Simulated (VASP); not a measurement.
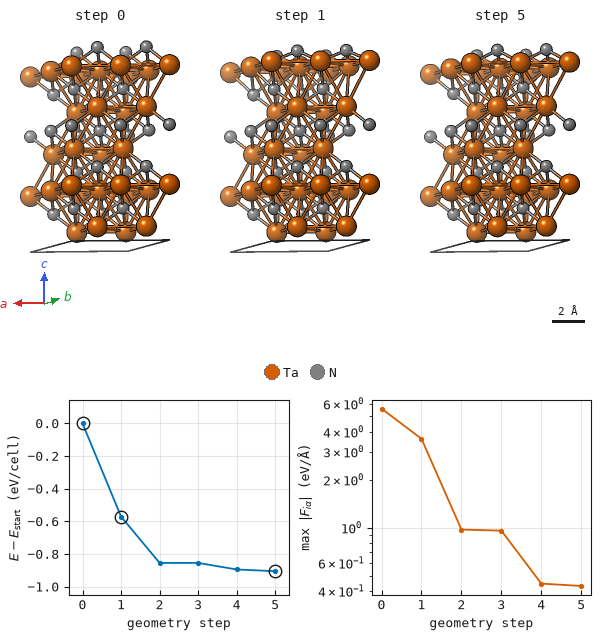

Frames of a relaxation of a slab of composition TaN, marked on the history of the run. A ball-and-stick model of the 2 × 2 repeat of the cell, outlined in the plane, without the vacuum, seen from a free direction.

The run lets the atoms move in a fixed cell. 5 atoms are held fixed.

These are results of VASP, Kohn-Sham DFT of a periodic cell, optB86b-vdW, VASP PAW PBE potentials, recommended, not measurements.

Input
```
PREC = Accurate ; ENCUT = 520
EDIFF = 1E-6 ; ISMEAR = 0
SIGMA = 0.05 ; LREAL = F
LASPH = T ; NELM = 60
ALGO = Fast ; ISIF = 2
LWAVE = F ; LCHARG = F
LDIPOL = T ; IDIPOL = 3
DIPOL = 0.5 0.5 0.500 ; GGA = MK
LUSE_VDW = T ; AGGAC = 0.0
PARAM1 = 0.1234 ; PARAM2 = 1.0
IBRION = 2 ; NSW = 60
EDIFFG = -0.01
```

Launched with:
```bash
cat potpaw_PBE.64/Ta_pv/POTCAR potpaw_PBE.64/N/POTCAR > POTCAR
mpirun -np 1 vasp_std > vasp.out
```

### Describe the path.

The run was cut off at its time limit before the relaxation converged, so the last structure is only a point on the way. After 5 geometry steps the energy has fallen by 0.905 eV per cell of the calculation. The largest force component goes from 5.6 to 0.43 eV/Å. An N atom moves most: 0.17 Å along the normal (−c). By element the largest moves are N 0.17 Å, Ta 0.16 Å. The cell doesn't change. Among the contacts that change: N–Ta 2.179 → 2.004 Å, Ta–Ta 3.082 → 3.187 Å, N–Ta 2.179 → 2.232 Å, Ta–Ta 3.082 → 3.110 Å. Bond angles that change, for instance: Ta–N–Ta 90.0° → 100.5°, Ta–N–Ta 90.0° → 87.3°. It ran on 1 thread of Intel(R) Xeon(R) Platinum 8488C (Sapphire Rapids) (shared host). From step 0 to 1: a Ta atom moves most (0.27 Å), energy −0.571 eV per cell of the calculation. From step 1 to 5: a Ta atom moves most (0.11 Å), energy −0.334 eV per cell of the calculation.

```
step  E − E(0), meV/atom  largest force component, eV/Å
   0                0.00                         5.5882
   1              -57.07                         3.6124
   2              -85.41                         0.9727
   3              -85.42                         0.9576
   4              -89.44                         0.4453
   5              -90.48                         0.4305
```
